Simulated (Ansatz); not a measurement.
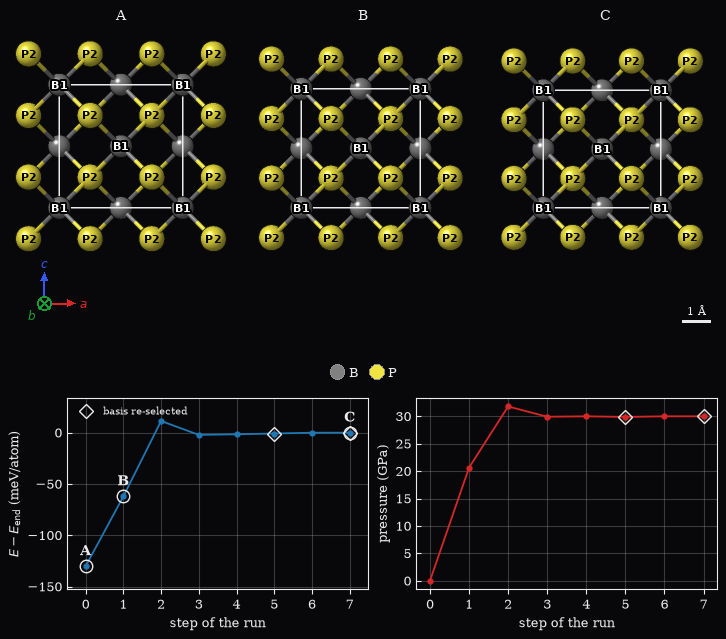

Frames of a relaxation of crystalline BP (set up in F-43m), marked on the history of the run. Style: ball-and-stick. Shown: the conventional cell (4 times the calculation's cell), along the b axis. Lengths and directions refer to the drawn axes.

Case: relaxed at 30 GPa.

These are results of DFT PBE, scalar-relativistic, plane waves, PAW in Ansatz 0.2.0, not measurements.

Input
```yaml
crystal:
  lattice:
    - [0.0, 2.2741905837, 2.2741905837]
    - [2.2741905837, 0.0, 2.2741905837]
    - [2.2741905837, 2.2741905837, 0.0]
  atoms:
    - { symbol: B, position: [0.0, 0.0, 0.0] }
    - { symbol: P, position: [0.75, 0.75, 0.75] }
basis:
  ecutwfc: 420
kpoints:
  mp_grid: { grid: [10, 10, 10] }
hamiltonian:
  xc: pbe
scf:
  occupations: { method: fixed }
output:
  forces: true
  stress: true
  eigenvalues: true
relax:
  adjacent_minimum: "off"
  f_tol: 0.001
  max_steps: 60
  cell: { stress_tol: 0.02, p_target: 30.0 }
```

Run as
```bash
ansatz run input.yaml --threads 1 --pin off --max-ram 3072MiB --backend cpu --events-out ev --progress --plain --runs-dir out
```

Question: Describe the path.

Answer: The atoms keep their places relative to the cell (all moves are under 0.005 Å). Cell: a = b = c 4.548 → 4.338 Å (−4.6 %). Volume −13.2 %. Near-neighbour distances that change, for instance: B1–P2 1.970 → 1.879 Å. The space group stays F-43m (No. 216). Over 5 accepted moves (7 points after the start) the energy rises by 130 meV per atom. With the target pressure of 30 GPa, the enthalpy E + pV changes by −161 meV per atom. All forces vanish by symmetry, so only the cell relaxes. The pressure goes from 0.01 to 30.00 GPa. The SCF was repeated twice at an unchanged geometry on a basis and grid sized afresh for the cell, which shifted the energy by 0.8 meV per atom at most. From step 0 to 1: volume −9.9 %, energy +68.1 meV per atom. From step 1 to 7: volume −3.7 %, energy +62.1 meV per atom.

```tsv
step	E − E(0), meV/atom	pressure, GPa	volume, Å³/atom	note
0	0.00	0.01	11.762	
1	68.09	20.64	10.598	
2	141.59	31.80	10.143	
3	128.07	29.92	10.214	
4	128.62	30.00	10.211	
5	129.38	29.89	10.211	same geometry, new basis
6	130.16	30.00	10.207	
7	130.18	30.00	10.207	same geometry, new basis
```
